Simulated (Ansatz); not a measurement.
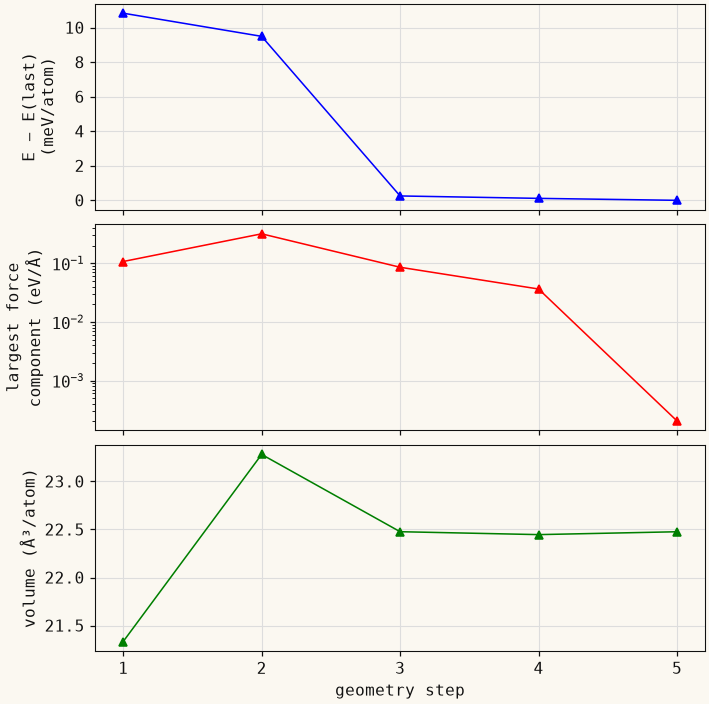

History of a geometry optimisation. The run: As (R-3m, 2 atoms in the cell), by DFT PBE, scalar-relativistic, plane waves, PAW in Ansatz 0.2.0; cutoff 420 eV, 6×6×6 k-mesh, Gaussian smearing of 0.05 eV. Atoms and cell relax. A closing SCF on a freshly chosen basis isn't drawn.

The optimisation met its thresholds at geometry 5, counting the start as the first. The energy fell by about 11 meV/atom from the first step to the last. The largest force component goes from about 0.11 eV/Å at the start to 2 × 10⁻⁴ eV/Å at the end, with a peak of 0.32 eV/Å at step 2. The volume grows from 21.3 to 22.5 Å³ per atom (+5 %), overshooting to 23.3 at step 2.
